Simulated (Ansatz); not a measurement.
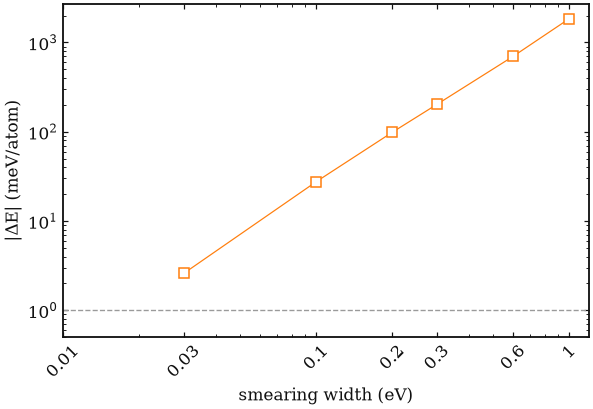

One cell, run at 7 values of the smearing width.
Lu (P6_3/mmc, 2 atoms in the cell); DFT, r2SCAN, plane waves (500 eV) with PAW, scalar-relativistic in Ansatz; 10×10×6 k-mesh, Fermi–Dirac smearing.
ΔE is the free energy less its value at the smallest setting, 0.01 eV.
Dashed lines or grey bands mark the tolerance: 1 meV/atom.
On logarithmic panels, open markers lie below the reference value and filled ones above.

**What is enough for the free energy to 1 meV/atom?**

The free energy at the last setting but one, 0.03 eV, is still more than 1 meV/atom from the smallest setting's value, so the scan doesn't show it converged. It is off by 1900 meV/atom at 1 eV, 99 meV/atom at 0.2 eV and 2.6 meV/atom at 0.03 eV (always below it). The free energy falls with the width because it holds the −TS term of the fractional occupations.
